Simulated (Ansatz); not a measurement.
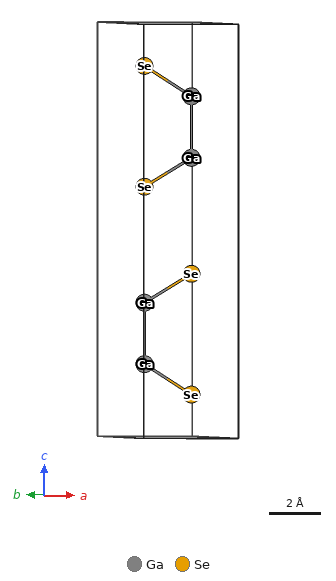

Normal modes of crystalline GaSe, space group P6₃/mmc (No. 194), at the zone centre. A ball-and-stick model of the cell of the calculation, seen from a free direction.

These are results of DFT PBEsol, scalar-relativistic, plane waves, PAW (Ansatz), not measurements. (plane-wave cutoff 420 eV; k-point mesh 12 × 12 × 2; occupations fixed; no spin polarisation)

Frequencies are those without the non-analytic (LO–TO) term.

Q: Give the spectrum at this point.

A: The calculation's cell holds 8 atoms, so there are 21 optical modes, in 11 levels. The lowest is so near zero that its sign isn't certain.

| level | symmetry | frequency (cm⁻¹) | activity |
| --- | --- | --- | --- |
| 1 | E₂g | 13 | Raman-active |
| 2 | B₁g | 22 | silent |
| 3 | E₂u | 54 | silent |
| 4 | E₁g | 55 | Raman-active |
| 5 | B₂u | 125 | silent |
| 6 | A₁g | 127 | Raman-active |
| 7 | 4-fold | 204 | not assigned |
| 8 | 4-fold | 209 | not assigned |
| 9 | A₂u | 236 | infrared-active |
| 10 | B₁g | 242 | silent |
| 11 | doubly degenerate | 304 | not assigned |

The displacement patterns (one member of each degenerate set), 6 of the levels:

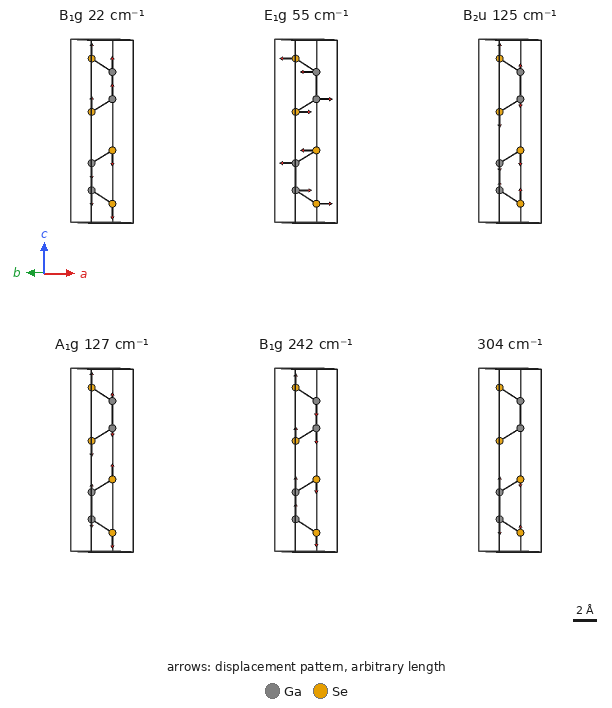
